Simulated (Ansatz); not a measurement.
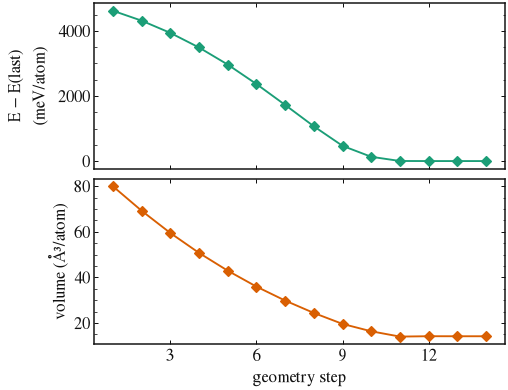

Figure made from data computed with Ansatz.

History of a geometry optimisation. Atoms and cell relax. A closing SCF on a freshly chosen basis isn't drawn.

```
crystal:
  lattice:
    - [4.2729048574, 0.0, 0.0]
    - [0.0, 4.2729048574, 0.0]
    - [0.0, 0.0, 4.378]
  atoms:
    - { symbol: P, position: [0.0, 0.0, 0.0] }
basis:
  ecutwfc: 420
kpoints:
  mp_grid: { grid: [10, 10, 10] }
hamiltonian:
  xc: pbesol
scf:
  occupations: { method: gaussian, width: 0.1 }
output:
  forces: true
  stress: true
  eigenvalues: true
relax:
  adjacent_minimum: "off"
  f_tol: 0.005
  max_steps: 80
  cell: { stress_tol: 0.05 }
```

How did it end, and what did it gain?

Answer. The optimisation met its thresholds at geometry 14, counting the start as the first. The energy fell by about 4600 meV/atom from the first step to the last. All forces vanish by symmetry, so only the cell moves.

Was the starting cell too large or too small?

Answer. The volume shrinks from 79.9 to 14.2 Å³ per atom (−82 %). The start was expanded.
